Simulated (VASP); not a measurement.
# O on Co(0001): binding against coverage, part 4 of 12

Aim: adsorption energy and work function of O on Co(0001) from low coverage to a full layer.

VASP 6.6.1, plane waves and PAW; the level of theory is named at each step.

Still holding for the runs below: The magnetic state follows from one typed start and may not be the lowest.

So far. Step 4 (Surface relaxation, cell 1 x 1, k-mesh 12×12×1): The run ended after 5 ionic steps, 0.019 eV below its first step, once the forces on the free atoms met EDIFFG = -0.03. Step 5 (The vacuum level, cell 1 x 1, k-mesh 12×12×1): The vacuum level lies 4.91 eV above the Fermi level at the upper face; the two faces differ by 0.06 eV, the step that the slab's dipole of -0.002 e·Å makes.

## (6) Relaxing the adsorbate, coverage 1/1, k-mesh 12×12×1

This step: PBE, spin-polarised from a ferromagnetic start; plane waves and PAW (Co, O) (VASP 6.6.1).

System of this step: Co4O (Co(0001)). The cell holds 5 atoms: 4 Co and 1 O. Cell: a = 2.489 Å, b = 2.489 Å, c = 21.042 Å, α = 90.0°, β = 90.0°, γ = 60.0°. It derives from Co. 1 O over hcp sites of a 1 x 1 cell of Co(0001). Vacuum lies along c.

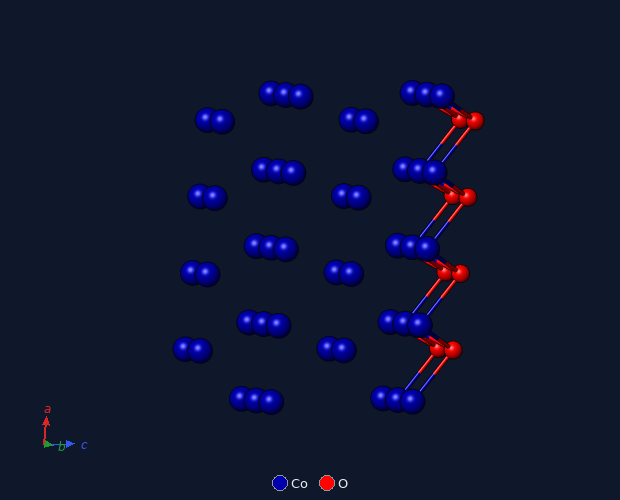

The cell of this step (cobalt blue, oxygen red). Bonds to atoms that aren't drawn are left out. 4×2×1 cells are drawn. Some periodic images of atoms are drawn too.

The adsorbate starts over a high-symmetry site, and it relaxes with the upper layers within that symmetry.

File INCAR:

```
SYSTEM = Co4O
PREC = Normal
ENCUT = 440
EDIFF = 1E-05
NELM = 120
ISMEAR = 1
SIGMA = 0.15
LREAL = .FALSE.
ALGO = Fast
GGA = PE
NBANDS = 34
ISPIN = 2
MAGMOM = 2 2 2 2 0
LASPH = .TRUE.
LMAXMIX = 4
LORBIT = 11
LWAVE = .FALSE.
LCHARG = .FALSE.
KPAR = 8
IBRION = 2
NSW = 45
ISIF = 2
EDIFFG = -0.03
POTIM = 0.4
MAXMIX = 40
IDIPOL = 3
LDIPOL = .TRUE.
DIPOL = 0.5 0.5 0.54
```

File POSCAR:

```
Co4O
1.0
    2.4892217852      0.0000000000      0.0000000000
    1.2446108926      2.1557293016      0.0000000000
    0.0000000000      0.0000000000     21.0421269460
Co O
4 1
Selective dynamics
Direct
    0.6666666700      0.6666666700      0.3564278500  F F F
    0.0000000000      0.0000000000      0.4521426200  F F F
    0.6666666700      0.6666666700      0.5499670100  T T T
    0.0000000000      0.0000000000      0.6422816300  T T T
    0.6666666700      0.6666666700      0.6969339000  T T T
```

File KPOINTS:

```
Automatic mesh
0
Gamma
12 12 1
0 0 0
```

Potentials, in the order of the species: Co and O (PBE family, release 64).

Started as:

```console
mpirun -np 8 vasp_std
```

The program printed:

```text
[banner, memory and clock lines left out]
running    8 mpi-ranks, on    1 nodes
 distrk:  each k-point on    1 cores,    8 groups
 distr:  one band on    1 cores,    1 groups

 POSCAR found type information on POSCAR CoO
 POSCAR found :  2 types and       5 ions
 [... a notice as in an earlier step ...]

 LDA part: xc-table for (Slater+PW92), standard interpolation
 POSCAR, INCAR and KPOINTS ok, starting setup
 FFT: planning ... GRIDC
 FFT: planning ... GRID_SOFT
 FFT: planning ... GRID
 WAVECAR not read
 entering main loop
       N       E                     dE             d eps       ncg     rms          rms(c)
DAV:   1     0.336626630869E+03    0.33663E+03   -0.17283E+04  2584   0.120E+03
DAV:   2     0.266715043370E+01   -0.33396E+03   -0.30570E+03  2666   0.293E+02
DAV:   3    -0.382813197949E+02   -0.40948E+02   -0.38210E+02  2922   0.124E+02
DAV:   4    -0.397542659289E+02   -0.14729E+01   -0.14538E+01  2894   0.247E+01
DAV:   5    -0.397819922046E+02   -0.27726E-01   -0.27724E-01  3210   0.303E+00    0.287E+01
RMM:   6    -0.515924088058E+02   -0.11810E+02   -0.63662E+01  2615   0.702E+01    0.501E+01
RMM:   7    -0.470289900499E+02    0.45634E+01   -0.12947E+01  2584   0.318E+01    0.571E+01
RMM:   8    -0.392010526075E+02    0.78279E+01   -0.24755E+00  2606   0.139E+01    0.324E+01
RMM:   9    -0.629849063500E+02   -0.23784E+02   -0.56612E+00  2630   0.172E+01    0.597E+01
RMM:  10    -0.420354792561E+02    0.20949E+02   -0.40850E+00  2592   0.153E+01    0.409E+01
RMM:  11    -0.332583756862E+02    0.87771E+01   -0.53855E+00  2595   0.203E+01    0.314E+01
RMM:  12    -0.310769778384E+02    0.21814E+01   -0.14742E+00  2589   0.107E+01    0.228E+01
RMM:  13    -0.305949475579E+02    0.48203E+00   -0.11325E+00  2608   0.599E+00    0.125E+01
RMM:  14    -0.307341258777E+02   -0.13918E+00   -0.18038E-01  2601   0.293E+00    0.110E+01
RMM:  15    -0.305346029057E+02    0.19952E+00   -0.18565E-01  2597   0.258E+00    0.800E+00
RMM:  16    -0.313221373081E+02   -0.78753E+00   -0.48060E-01  2798   0.327E+00    0.573E+00
RMM:  17    -0.321134648686E+02   -0.79133E+00   -0.45751E-01  2733   0.310E+00    0.387E+00
RMM:  18    -0.324656210694E+02   -0.35216E+00   -0.46686E-01  2741   0.190E+00    0.304E+00
RMM:  19    -0.324601932657E+02    0.54278E-02   -0.55261E-02  2632   0.769E-01    0.294E+00
RMM:  20    -0.324384538426E+02    0.21739E-01   -0.53988E-03  2681   0.329E-01    0.295E+00
RMM:  21    -0.324464062728E+02   -0.79524E-02   -0.60733E-03  2604   0.482E-01    0.298E+00
RMM:  22    -0.324003537515E+02    0.46053E-01   -0.25053E-02  2713   0.616E-01    0.305E+00
RMM:  23    -0.325763134943E+02   -0.17596E+00   -0.14897E-01  3356   0.203E+00    0.270E+00
RMM:  24    -0.326783102524E+02   -0.10200E+00   -0.27271E-01  3696   0.257E+00    0.292E+00
RMM:  25    -0.324925216043E+02    0.18579E+00   -0.15054E-02  2861   0.635E-01    0.241E+00
RMM:  26    -0.325507414511E+02   -0.58220E-01   -0.20002E-01  3454   0.182E+00    0.121E+00
RMM:  27    -0.326850266631E+02   -0.13429E+00   -0.59921E-02  3292   0.139E+00    0.693E-01
RMM:  28    -0.327934554836E+02   -0.10843E+00   -0.17954E-02  2838   0.725E-01    0.712E-01
RMM:  29    -0.328770874340E+02   -0.83632E-01   -0.23579E-02  2933   0.758E-01    0.764E-01
RMM:  30    -0.329339260830E+02   -0.56839E-01   -0.62777E-03  2646   0.349E-01    0.645E-01
[...]
RMM:  34    -0.330671778922E+02   -0.88199E-02   -0.14397E-03  2602   0.155E-01    0.164E-01
RMM:  35    -0.330698114235E+02   -0.26335E-02   -0.18995E-04  2512   0.823E-02    0.111E-01
RMM:  36    -0.330718396226E+02   -0.20282E-02   -0.11401E-04  2332   0.526E-02    0.670E-02
RMM:  37    -0.330738355961E+02   -0.19960E-02   -0.88467E-05  2276   0.516E-02    0.308E-02
RMM:  38    -0.330753636894E+02   -0.15281E-02   -0.45911E-05  2051   0.309E-02    0.330E-02
RMM:  39    -0.330762091534E+02   -0.84546E-03   -0.27255E-05  1779   0.257E-02    0.247E-02
RMM:  40    -0.330766572541E+02   -0.44810E-03   -0.21323E-05  1745   0.199E-02    0.130E-02
RMM:  41    -0.330769164801E+02   -0.25923E-03   -0.67394E-06  1621   0.105E-02    0.966E-03
RMM:  42    -0.330769746155E+02   -0.58135E-04   -0.10931E-06  1474   0.620E-03    0.817E-03
RMM:  43    -0.330770213541E+02   -0.46739E-04   -0.50432E-07  1140   0.398E-03    0.797E-03
RMM:  44    -0.330770407816E+02   -0.19427E-04   -0.38561E-07  1183   0.379E-03    0.463E-03
RMM:  45    -0.330770476858E+02   -0.69042E-05   -0.11955E-07   775   0.285E-03
   1 F= -.33077048E+02 E0= -.33074691E+02  d E =-.330770E+02  mag=     5.7310
 curvature:   0.00 expect dE= 0.000E+00 dE for cont linesearch  0.000E+00
 trial: gam= 0.00000 g(F)=  0.413E+00 g(S)=  0.000E+00 ort = 0.000E+00 (trialstep = 0.100E+01)
 search vector abs. value=  0.413E+00
 bond charge predicted
       N       E                     dE             d eps       ncg     rms          rms(c)
DAV:   1    -0.330183663630E+02    0.58674E-01   -0.69643E+01  2682   0.427E+01    0.492E+00
RMM:   2    -0.330756941421E+02   -0.57328E-01   -0.16770E+00  2604   0.103E+01    0.501E+00
RMM:   3    -0.331429910082E+02   -0.67297E-01   -0.37562E-01  2643   0.463E+00    0.350E+00
RMM:   4    -0.331519648461E+02   -0.89738E-02   -0.12055E-01  2815   0.235E+00    0.249E+00
RMM:   5    -0.331848646259E+02   -0.32900E-01   -0.45803E-02  2626   0.136E+00    0.149E+00
RMM:   6    -0.331807292682E+02    0.41354E-02   -0.20002E-02  2620   0.859E-01    0.791E-01
RMM:   7    -0.331534555365E+02    0.27274E-01   -0.96820E-03  2628   0.603E-01    0.464E-01
RMM:   8    -0.331604629351E+02   -0.70074E-02   -0.57490E-03  2596   0.495E-01    0.458E-01
RMM:   9    -0.331841673135E+02   -0.23704E-01   -0.58018E-03  2612   0.413E-01    0.252E-01
RMM:  10    -0.331901050860E+02   -0.59378E-02   -0.36117E-03  2608   0.288E-01    0.180E-01
RMM:  11    -0.331926676400E+02   -0.25626E-02   -0.56058E-04  2756   0.147E-01    0.121E-01
RMM:  12    -0.331930816944E+02   -0.41405E-03   -0.69057E-04  2567   0.144E-01    0.817E-02
RMM:  13    -0.331934331281E+02   -0.35143E-03   -0.21012E-04  2507   0.772E-02    0.544E-02
RMM:  14    -0.331936181022E+02   -0.18497E-03   -0.70900E-05  2220   0.415E-02    0.341E-02
RMM:  15    -0.331940395284E+02   -0.42143E-03   -0.46444E-05  1949   0.318E-02    0.373E-02
RMM:  16    -0.331940106222E+02    0.28906E-04   -0.14659E-05  1717   0.196E-02    0.278E-02
RMM:  17    -0.331940223571E+02   -0.11735E-04   -0.99427E-06  1655   0.162E-02    0.179E-02
RMM:  18    -0.331943658679E+02   -0.34351E-03   -0.63264E-06  1620   0.133E-02    0.766E-03
RMM:  19    -0.331945365846E+02   -0.17072E-03   -0.40917E-06  1575   0.103E-02    0.442E-03
RMM:  20    -0.331946002149E+02   -0.63630E-04   -0.17820E-06  1437   0.672E-03    0.436E-03
RMM:  21    -0.331946114233E+02   -0.11208E-04   -0.77359E-07  1288   0.531E-03    0.284E-03
RMM:  22    -0.331946133371E+02   -0.19138E-05   -0.29676E-07  1105   0.406E-03
   2 F= -.33194613E+02 E0= -.33191669E+02  d E =-.117566E+00  mag=     5.2830
[... from here on, the cycles between the ionic steps are left out ...]
   3 F= -.33231111E+02 E0= -.33227406E+02  d E =-.154063E+00  mag=     5.3775
   4 F= -.33245966E+02 E0= -.33242226E+02  d E =-.148556E-01  mag=     5.3701
   5 F= -.33251714E+02 E0= -.33247981E+02  d E =-.206033E-01  mag=     5.3558
   6 F= -.33251736E+02 E0= -.33248004E+02  d E =-.206251E-01  mag=     5.3548
   7 F= -.33252584E+02 E0= -.33249029E+02  d E =-.848360E-03  mag=     5.3279
   8 F= -.33252660E+02 E0= -.33249063E+02  d E =-.924658E-03  mag=     5.3339
   9 F= -.33253647E+02 E0= -.33250025E+02  d E =-.986150E-03  mag=     5.3404
  10 F= -.33256394E+02 E0= -.33252717E+02  d E =-.373400E-02  mag=     5.3827
  11 F= -.33259148E+02 E0= -.33255563E+02  d E =-.648739E-02  mag=     5.4593
  12 F= -.33259400E+02 E0= -.33255922E+02  d E =-.673939E-02  mag=     5.4889
  13 F= -.33259490E+02 E0= -.33256109E+02  d E =-.903759E-04  mag=     5.4897
  14 F= -.33259928E+02 E0= -.33256498E+02  d E =-.528427E-03  mag=     5.4884
  15 F= -.33259935E+02 E0= -.33256513E+02  d E =-.535429E-03  mag=     5.4891
 curvature:  -1.54 expect dE=-0.630E-03 dE for cont linesearch -0.280E-05
 trial: gam= 0.43645 g(F)=  0.410E-03 g(S)=  0.000E+00 ort =-0.797E-04 (trialstep = 0.155E+01)
 search vector abs. value=  0.100E-02
 bond charge predicted
       N       E                     dE             d eps       ncg     rms          rms(c)
DAV:   1    -0.332589722808E+02    0.95840E-03   -0.37851E-01  2628   0.304E+00    0.279E-01
RMM:   2    -0.332599946817E+02   -0.10224E-02   -0.50686E-03  2599   0.644E-01    0.110E-01
RMM:   3    -0.332600563149E+02   -0.61633E-04   -0.13763E-03  2678   0.252E-01    0.735E-02
RMM:   4    -0.332600119966E+02    0.44318E-04   -0.23039E-04  2700   0.120E-01    0.321E-02
RMM:   5    -0.332600087524E+02    0.32441E-05   -0.81101E-05  2428   0.576E-02
  16 F= -.33260009E+02 E0= -.33256669E+02  d E =-.735403E-04  mag=     5.5160
 trial-energy change:   -0.000074  1 .order   -0.000255   -0.000582    0.000071
 step:   0.7351(harm=  1.3798)  dis= 0.00418  next Energy=   -33.260054 (dE=-0.119E-03)
 reached required accuracy - stopping structural energy minimisation
```

It took 1.7 min on 8 MPI ranks of AMD EPYC 9R45, shared host; peak memory 2 GiB; 12 min of CPU time.

Parts of OUTCAR (step 6):

```text
   k-points           NKPTS =     19   k-points in BZ     NKDIM =     19   number of bands    NBANDS=     34

   NELECT =      42.0000    total number of electrons

 dipolmoment           0.000000      0.000000      0.051748 electrons x Angstroem

 E-fermi :   1.0819

 spin component 1
 k-point     1 :       0.0000    0.0000    0.0000
  band No.  band energies     occupation
    ...
     22      -0.2221      1.00000
     23      -0.0932      1.00000
     24       0.0335      1.00000
     25       0.0335      1.00000
     26       0.7805      1.00776
     27       2.1746     -0.00000
     28       2.1746     -0.00000
     29       5.7740      0.00000
     30       7.2891      0.00000
     31       7.4464      0.00000
    ...

 k-point     2 :       0.0833    0.0000    0.0000
  band No.  band energies     occupation
    ...
     21      -0.3906      1.00000
     22      -0.2303      1.00000
     23      -0.1522      1.00000
     24       0.0472      1.00000
     25       0.1346      1.00000
     26       1.5097     -0.00021
     27       2.0915     -0.00000
     28       2.1975     -0.00000
     29       5.9872      0.00000
     30       7.5160      0.00000
    ...

  Total        3.2032993      3.2032993     -0.9407196      0.0000000     -0.0000000      0.0000000
  in kB       45.4528004     45.4528004    -13.3482191      0.0000000     -0.0000000      0.0000000
  external PRESSURE =      25.8524606 kB  Pullay stress =       0.0000000 kB

 POSITION                                       TOTAL-FORCE (eV/Angst)
 -----------------------------------------------------------------------------------
      2.48922      1.43715      7.50000         0.000000     -0.000000      0.309903
      0.00000      0.00000      9.51404         0.000000      0.000000     -0.296856
      2.48922      1.43715     11.54413        -0.000000      0.000000     -0.008114
      0.00000      0.00000     13.68610         0.000000     -0.000000     -0.008716
      2.48922      1.43715     14.74127        -0.000000      0.000000      0.003784
 -----------------------------------------------------------------------------------
    total drift:                                0.000005      0.000003     -0.017656

  FREE ENERGIE OF THE ION-ELECTRON SYSTEM (eV)
  ---------------------------------------------------
  free  energy   TOTEN  =       -33.2600087524 eV

  energy  without entropy=      -33.2499908361  energy(sigma->0) =      -33.25666945

 vacuum level on the upper side and lower side of the slab         7.507         5.741

 magnetization (x)
# of ion       s       p       d       tot
------------------------------------------
    1       -0.009  -0.039   1.840   1.792
    2       -0.010  -0.050   1.759   1.699
    3       -0.009  -0.030   1.810   1.770
    4       -0.003  -0.001   0.300   0.296
    5        0.001   0.005   0.000   0.005
--------------------------------------------------
tot         -0.031  -0.115   5.709   5.563

[... 7 parts as in an earlier step ...]

[... 15 further parts left out ...]
```

The steps of the relaxation:

```csv
step,energy less that of the first step (eV),largest force (eV/Å)
1,0.0000,2.6570
2,-0.1176,1.8073
3,-0.1541,0.5435
4,-0.1689,0.2624
5,-0.1747,0.2202
6,-0.1747,0.2227
7,-0.1755,0.1898
8,-0.1756,0.1354
9,-0.1766,0.1166
10,-0.1793,0.0936
11,-0.1821,0.0999
12,-0.1824,0.1076
13,-0.1824,0.1711
14,-0.1829,0.0760
15,-0.1829,0.0728
16,-0.1830,0.0087
```

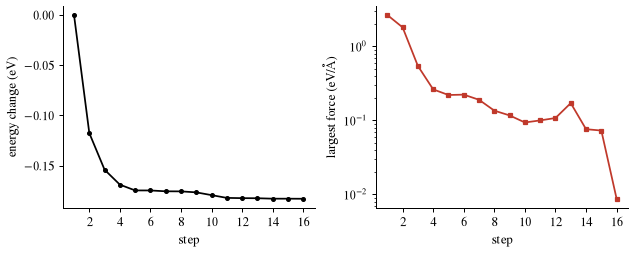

Energy and largest force along the relaxation.

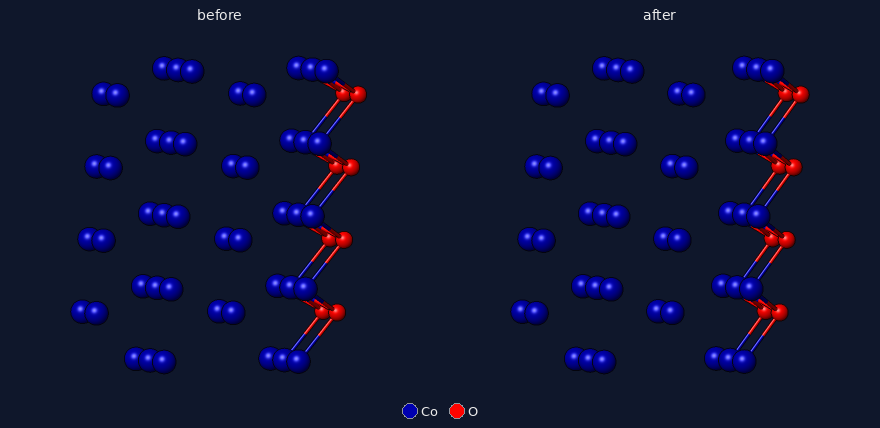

Before and after, at one scale. Bonds to atoms that aren't drawn are left out.

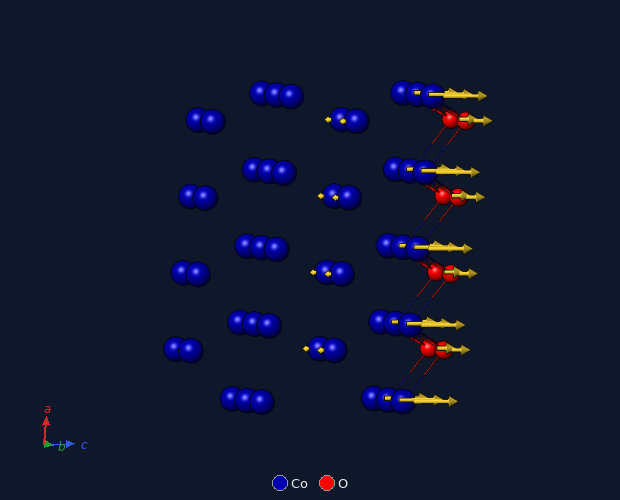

Displacements in the relaxation, exaggerated; the longest in the cell stands for 0.17 Å. Bonds to atoms that aren't drawn are left out. 4×2×1 cells are drawn. Some periodic images of atoms are drawn too.

The atoms that moved most (Å):

```csv
atom,dx,dy,dz,length
Co4,0.000,0.000,0.171,0.171
O5,0.000,0.000,0.076,0.076
Co3,0.000,0.000,-0.028,0.028
```

Final coordinates:

```
Co O
1.0
     2.48922    0.00000    0.00000
     1.24461    2.15573    0.00000
     0.00000    0.00000   21.04213
Co O
4 1
Cartesian
  2.4892 1.4372 7.5000
  0.0000 0.0000 9.5140
  2.4892 1.4372 11.5441
  0.0000 0.0000 13.6861
  2.4892 1.4372 14.7413
```

This step gave:

```
electronic cycles                                 : 179
electrons                                         : 42
free energy (TOTEN)                               : -33.26 eV
energy at zero smearing                           : -33.26 eV
Fermi energy                                      : 1.082 eV
moment of the cell, from the last line of the log : 5.52 μB
dipole moment                                     : 0, 0, 0.05175 e·Å
```

Spin moment in the PAW sphere by atom:

```csv
atom,spin moment in the PAW sphere (μB)
Co1,1.79
Co2,1.70
Co3,1.77
Co4,0.30
O5,0.01
```

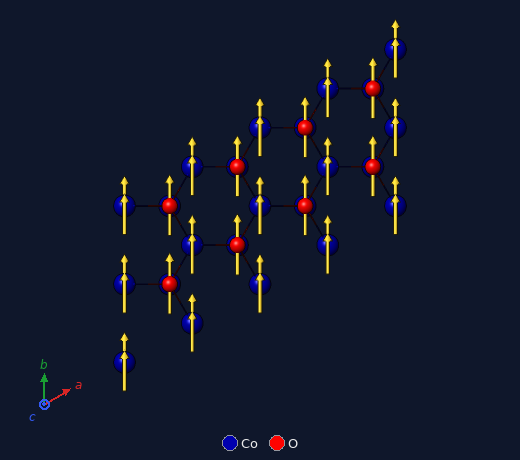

Spin moment in the PAW sphere as arrows, the longest 1.79 μB. Up and down stand for the sign. Arrows give size and sign along the axis of quantisation, drawn up and down the page. Each arrow also spans its atom, so small moments look longer than they are. Bonds to atoms that aren't drawn are left out. 4×2×1 cells are drawn. Some periodic images of atoms are drawn too.

The run ended after 16 ionic steps, 0.183 eV below its first step, once the forces on the free atoms met EDIFFG = -0.03.

VASP counts the dipole in electrons times Å, so a positive number points the physical dipole along −c.

(Part 4 of 12 ends here.)

[Lines on the potential files, build, host, timing and source positions are cut from VASP's logs without a mark.]

[Logs are printed without paths, hosts, clocks, repeated set-up lines and the standing remarks that a program may print on its own settings, such as how far it seeks lower states.]

[Hosts, paths, dates, database ids (printed as entryN), source tags and the programs' standing remarks are cut or masked in the printed files.]

[Runs that stopped without an error message from VASP are left out.]
